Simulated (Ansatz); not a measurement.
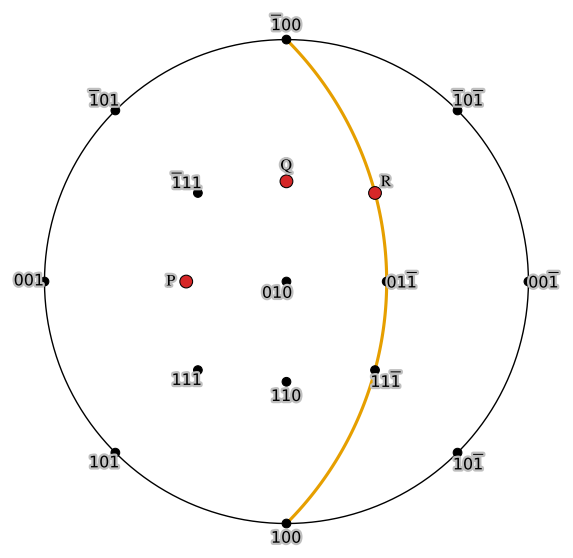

For RbBr, the input geometry of an electronic-structure calculation (not necessarily at equilibrium): stereographic projection of plane normals (upper hemisphere) centred on (0 1 0). All values are computed from the atomic coordinates in the standard setting (tolerance 0.002 Å).

a = 4.126 Å, b = 4.126 Å, c = 4.126 Å, α = 90.00°, β = 90.00°, γ = 90.00°.

Index the poles marked P, Q, R.

Answer. P is (0 1 1), 45.0° from the centre; Q is (−1 1 0), 45.0° from the centre; R is (−1 1 −1), 54.7° from the centre.

Which zone does the coloured great circle trace?

Answer. The zone [0 1 1]: its poles satisfy k + l = 0.

What is the angle between the normals of (0 0 −1) and (0 1 0), and what are their d_hkl = 1/|g|?

Answer. 90.0°; d = 4.126 Å and 4.126 Å.
